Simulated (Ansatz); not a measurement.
## Two runs on Ta2N

System: Ta2N (P3m1, 3 atoms in the cell).
Method of run A: DFT PBE, scalar-relativistic, plane waves, PAW, no spin polarisation (Ansatz 0.2.0).

The structure derives from a Materials Project entry. Text and figures count atoms from 1; the logs count them from 0 in places.

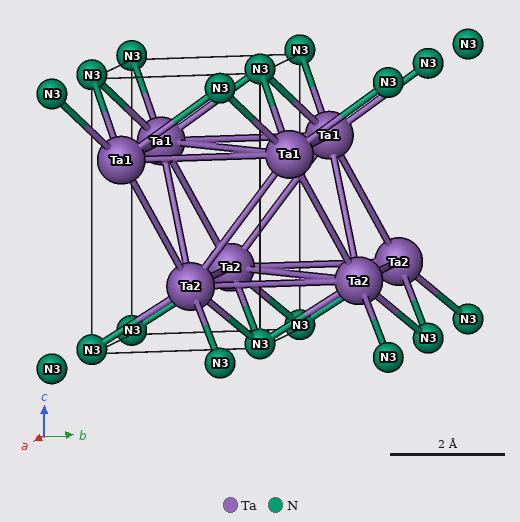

The input geometry (ball-and-stick view of the cell of the calculation, repeated 2 × 2 × 1, seen slightly off an axis; atoms are numbered from 1 in the order of the input). An atom can appear more than once, as a periodic image.

Input file, run A:
```yaml
crystal:
  lattice:
    - [3.1011400556, 0.0, 0.0]
    - [-1.5505700278, 2.6856660688, 0.0]
    - [0.0, 0.0, 4.8818900623]
  atoms:
    - { symbol: Ta, position: [0.6666666667, 0.3333333333, 0.7443104185] }
    - { symbol: Ta, position: [0.3333333333, 0.6666666667, 0.2545003541] }
    - { symbol: "N", position: [0.0, 0.0, 0.0153629023] }
basis:
  ecutwfc: 420
kpoints:
  mp_grid: { grid: [18, 18, 10] }
hamiltonian:
  xc: pbe
scf:
  occupations: { method: gaussian, width: 0.15 }
output:
  forces: true
  stress: true
  eigenvalues: true
```

Launched with:
```bash
ansatz run input.yaml --threads 2 --pin off --max-ram 5120MiB --backend cpu --events-out ev --progress --plain --runs-dir out
```

Hardware: 2 threads of Intel Xeon @ 2.90GHz (Ice Lake), 192 GiB of memory available, shared host.

Output, shortened to warnings, some set-up lines, iterations and results (run A):
```
Basis set: ecut = 420 eV, 773 PW (Γ), exchange–correlation on 48×48×72 points (8 copies of the dense FFT grid, shifted against one another)
Symmetry: 6 space group operations
k-points: 330 of 3240 (time reversal used)
Initial density: superposition of atomic densities (neutral atoms: chi_scale 0, normalization atom), corrected by the library's trained network
[...]
SCF iter   1: F=—  HF=-20250.878521 eV  |F-HF|=—  |Δ(HF+E_count)|=         —  Δρ=5.27e-3  dr2=1.20e-2  ethr=1.77e-3  ⟨swp⟩=5.0  Hψ=28973  notcnv=0
SCF iter   2: F=—  HF=-20250.876984 eV  |F-HF|=—  |Δ(HF+E_count)|=   1.54e-3  Δρ=3.28e-3  dr2=4.87e-3  ethr=3.88e-5  ⟨swp⟩=1.0  Hψ=9240  notcnv=0
SCF iter   3: F=—  HF=-20250.876239 eV  |F-HF|=—  |Δ(HF+E_count)|=   7.45e-4  Δρ=7.19e-4  dr2=3.90e-4  ethr=1.57e-5  ⟨swp⟩=2.0  Hψ=7741  notcnv=0
SCF iter   4: F=—  HF=-20250.876162 eV  |F-HF|=—  |Δ(HF+E_count)|=   7.68e-5  Δρ=2.67e-4  dr2=2.23e-5  ethr=1.26e-6  ⟨swp⟩=2.0  Hψ=8906  notcnv=0
SCF iter   5: F=—  HF=-20250.876147 eV  |F-HF|=—  |Δ(HF+E_count)|=   1.50e-5  Δρ=6.73e-5  dr2=3.10e-6  ethr=7.21e-8  ⟨swp⟩=2.0  Hψ=9020  notcnv=0
SCF iter   6: F=—  HF=-20250.876147 eV  |F-HF|=—  |Δ(HF+E_count)|=   3.95e-7  Δρ=2.14e-5  dr2=1.86e-7  ethr=1.00e-8  ⟨swp⟩=2.0  Hψ=8437  notcnv=0
SCF iter   7: F=-20250.876147 eV  HF=-20250.876147 eV  |F-HF|=6.42e-9  |Δ(HF+E_count)|=   1.20e-8  Δρ=5.04e-6  dr2=1.35e-8  ethr=3.23e-10  ⟨swp⟩=5.0  Hψ=22158  notcnv=0
SCF 1 converged in 7 iterations: F = -20250.876147 eV  dr2 = 1.35e-8
SCF converged after 7 iterations
Free energy (F): -20250.876147 eV
Harris-Foulkes:  -20250.876147 eV  (|F-HF|=6.42e-9)
Internal energy: -20250.861957 eV  (E = F + TS)
E sigma→0 (E₀):  -20250.869052 eV
Entropy (-TS):   -0.014190 eV (-4.730 meV/atom)
Fermi energy:    19.691587 eV
--- Per-component energies (eV) ---
  E_band       = -177.063204
  E_kinetic    = 864.610892
  E_local      = -1243.358075  (includes V_loc(G=0)·N_el)
  E_nonlocal   = 73.623568
  E_hartree    = 429.794050
  E_xc         = -498.187583
  E_vxc        = -486.112452  (∫ρ·V_xc dr)
  E_paw        = -16920.639942  (= ΣΔE_a)
  E_vpaw       = -245.415597  (= ΣTr[D̂ρ^β])
  E_aug_tail   = 0.000397  (compensation charges beyond the density's cutoff)
  E_ewald      = -2956.705264
  E_smearing   = -0.014190  (= −TS)
  E_closure    = 0.000000  (closes the sum)
  Σ components = -20250.876147   (vs F -20250.876147, Δ=0.00e0)
--- Forces (eV/Å), atoms counted from 1 ---
  atom   1  Ta     0.00000000    -0.00000000     0.56066625
  atom   2  Ta     0.00000000     0.00000000     0.59062592
  atom   3  N     -0.00000000    -0.00000000    -1.15135306
  max |Σ_I F_I| component: 6.09e-5 eV/Å
--- Stress (GPa, compression-positive) ---
        0.748419      -0.000000      -0.000000
       -0.000000       0.748419      -0.000000
       -0.000000      -0.000000       0.198162
  P = ⅓ Tr σ = 0.5650 GPa (5.650 kbar)
```

The input of run B differs as follows (lines with − go, lines with + come):
```diff
+  convergence: { dr2_threshold: 1.0e-14 }
+  max_iter: 80
```

Predict how the results change.

Both reach the same energy, so the change doesn't alter the result. The SCF takes 12 iterations against 7.

Output, shortened to warnings, some set-up lines, iterations and results (run B):
```
Basis set: ecut = 420 eV, 773 PW (Γ), exchange–correlation on 48×48×72 points (8 copies of the dense FFT grid, shifted against one another)
Symmetry: 6 space group operations
k-points: 330 of 3240 (time reversal used)
Initial density: superposition of atomic densities (neutral atoms: chi_scale 0, normalization atom), corrected by the library's trained network
[...]
SCF iter   1: F=—  HF=-20250.878521 eV  |F-HF|=—  |Δ(HF+E_count)|=         —  Δρ=5.27e-3  dr2=1.20e-2  ethr=1.77e-3  ⟨swp⟩=5.0  Hψ=28973  notcnv=0
SCF iter   2: F=—  HF=-20250.876984 eV  |F-HF|=—  |Δ(HF+E_count)|=   1.54e-3  Δρ=3.28e-3  dr2=4.87e-3  ethr=3.88e-5  ⟨swp⟩=1.0  Hψ=9240  notcnv=0
SCF iter   3: F=—  HF=-20250.876239 eV  |F-HF|=—  |Δ(HF+E_count)|=   7.45e-4  Δρ=7.19e-4  dr2=3.90e-4  ethr=1.57e-5  ⟨swp⟩=2.0  Hψ=7741  notcnv=0
SCF iter   4: F=—  HF=-20250.876162 eV  |F-HF|=—  |Δ(HF+E_count)|=   7.68e-5  Δρ=2.67e-4  dr2=2.23e-5  ethr=1.26e-6  ⟨swp⟩=2.0  Hψ=8906  notcnv=0
SCF iter   5: F=—  HF=-20250.876147 eV  |F-HF|=—  |Δ(HF+E_count)|=   1.56e-5  Δρ=6.73e-5  dr2=3.10e-6  ethr=7.21e-8  ⟨swp⟩=2.0  Hψ=9020  notcnv=0
SCF iter   6: F=—  HF=-20250.876147 eV  |F-HF|=—  |Δ(HF+E_count)|=   1.81e-7  Δρ=2.14e-5  dr2=1.86e-7  ethr=1.00e-8  ⟨swp⟩=2.0  Hψ=8442  notcnv=0
SCF iter   7: F=—  HF=-20250.876147 eV  |F-HF|=—  |Δ(HF+E_count)|=   1.19e-8  Δρ=5.05e-6  dr2=1.37e-8  ethr=5.99e-10  ⟨swp⟩=2.0  Hψ=8281  notcnv=0
SCF iter   8: F=—  HF=-20250.876147 eV  |F-HF|=—  |Δ(HF+E_count)|=   1.69e-9  Δρ=1.21e-6  dr2=5.95e-10  ethr=4.42e-11  ⟨swp⟩=2.0  Hψ=8470  notcnv=0
SCF iter   9: F=—  HF=-20250.876147 eV  |F-HF|=—  |Δ(HF+E_count)|=  1.16e-10  Δρ=2.48e-7  dr2=2.09e-11  ethr=1.92e-12  ⟨swp⟩=2.0  Hψ=8566  notcnv=0
SCF iter  10: F=—  HF=-20250.876147 eV  |F-HF|=—  |Δ(HF+E_count)|=  1.46e-11  Δρ=3.54e-8  dr2=3.75e-13  ethr=6.73e-14 (applied; sched 1.00e-12)  ⟨swp⟩=2.8  Hψ=11358  notcnv=0 …
SCF iter  11: F=—  HF=-20250.876147 eV  |F-HF|=—  |Δ(HF+E_count)|=    0.00e0  Δρ=5.95e-9  dr2=1.19e-14  ethr=1.21e-15 (applied; sched 1.00e-12)  ⟨swp⟩=2.6  Hψ=10701  notcnv=0 …
SCF iter  12: F=-20250.876147 eV  HF=-20250.876147 eV  |F-HF|=1.09e-11  |Δ(HF+E_count)|=  7.28e-12  Δρ=1.57e-9  dr2=8.90e-16  ethr=1.00e-12  ⟨swp⟩=4.4  Hψ=18269  notcnv=0
SCF 1 converged in 12 iterations: F = -20250.876147 eV  dr2 = 8.90e-16
SCF converged after 12 iterations
Free energy (F): -20250.876147 eV
Harris-Foulkes:  -20250.876147 eV  (|F-HF|=1.09e-11)
Internal energy: -20250.861957 eV  (E = F + TS)
E sigma→0 (E₀):  -20250.869052 eV
Entropy (-TS):   -0.014190 eV (-4.730 meV/atom)
Fermi energy:    19.691582 eV
--- Per-component energies (eV) ---
  E_band       = -177.063395
  E_kinetic    = 864.610998
  E_local      = -1243.357942  (includes V_loc(G=0)·N_el)
  E_nonlocal   = 73.623563
  E_hartree    = 429.793862
  E_xc         = -498.187603
  E_vxc        = -486.112470  (∫ρ·V_xc dr)
  E_paw        = -16920.639968  (= ΣΔE_a)
  E_vpaw       = -245.415663  (= ΣTr[D̂ρ^β])
  E_aug_tail   = 0.000397  (compensation charges beyond the density's cutoff)
  E_ewald      = -2956.705264
  E_smearing   = -0.014190  (= −TS)
  E_closure    = -0.000000  (closes the sum)
  Σ components = -20250.876147   (vs F -20250.876147, Δ=0.00e0)
--- Forces (eV/Å), atoms counted from 1 ---
  atom   1  Ta     0.00000000    -0.00000000     0.56061259
  atom   2  Ta     0.00000000     0.00000000     0.59070446
  atom   3  N     -0.00000000    -0.00000000    -1.15131707
  max |Σ_I F_I| component: 1.75e-8 eV/Å
--- Stress (GPa, compression-positive) ---
        0.748440       0.000000      -0.000000
        0.000000       0.748440      -0.000000
       -0.000000      -0.000000       0.198279
  P = ⅓ Tr σ = 0.5651 GPa (5.651 kbar)
```

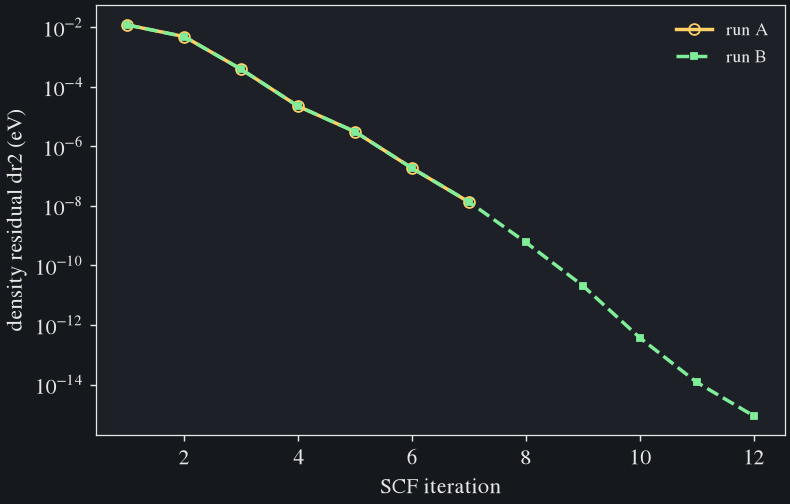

Convergence of the two runs: density residual dr2 against the SCF iteration. Run A takes 7 iterations in all, and run B takes 12.

The two runs side by side:

```tsv
quantity	run A	run B
outcome	converged	converged
free energy per atom (eV)	−6750.2920	−6750.2920
energy per atom, smearing taken to zero (eV)	−6750.2897	−6750.2897
gap on the mesh (eV)	0.00	0.00
pressure (GPa)	0.56	0.57
largest force (eV/Å)	1.151	1.151
SCF iterations	7	12
irreducible k-points	330	330
plane waves at Γ	773	773
wall time (shared host)	9.2 s	13 s
```

For run A: Spin–orbit coupling is left out, which matters for Ta. The cell holds an odd number of electrons but the run has no spin polarisation, so a band is left half filled. For run B: This input holds a deliberate fault: an extremely tight threshold (`scf.convergence.dr2_threshold`). The threshold was met all the same, at the cost of more iterations.
